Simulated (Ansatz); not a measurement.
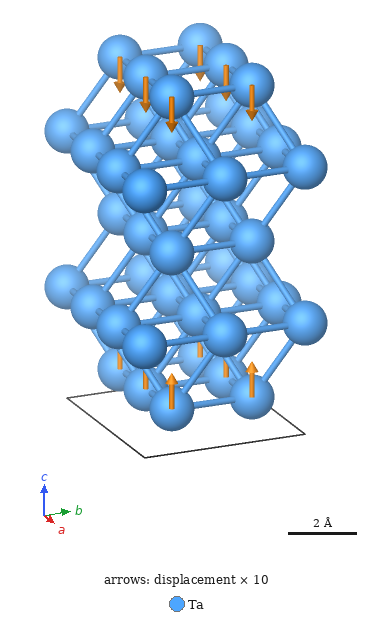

This is a relaxation of a slab of composition Ta (cut from the Im-3m phase). The starting structure is drawn; orange arrows show the displacements, magnified 10 times.

Style: ball-and-stick. Shown: the 3 × 2 repeat of the cell, outlined in the plane, without the vacuum, slightly off an axis.

Case: (1 1 0) slab, atoms relaxed. The slab is the (1 1 0) face of Ta.

Level of theory: Ansatz 0.2.0, DFT PBE, scalar-relativistic, plane waves, PAW. (plane-wave cutoff 420 eV; k-point mesh 13 × 13 × 1; occupations gaussian; smearing width 0.1 eV; no spin polarisation; dipole correction; atoms relaxed in a fixed cell; force threshold 0.02 eV/Å; at most 60 steps)

Q: What did the optimiser do to the structure, and how much energy did it gain?

A: After 3 accepted moves (4 points after the start) the energy has fallen by 56.8 meV per cell of the calculation. The largest force component goes from 0.52 to 0.0011 eV/Å. The line search rejected the trial step at point 1 of the run. The largest moves, 0.11 Å, are those of Ta atoms. The cell stays as it was. Near-neighbour distances that change, for instance: Ta–Ta 2.874 → 2.790 Å, Ta–Ta 3.319 → 3.246 Å. Among the angles between lasting bonds that change: Ta–Ta–Ta 70.5° → 73.0°. Cost: 2.9 min on 1 thread of Intel(R) Xeon(R) Platinum 8488C (Sapphire Rapids), with other jobs on the host, peak memory 0.59 GiB.
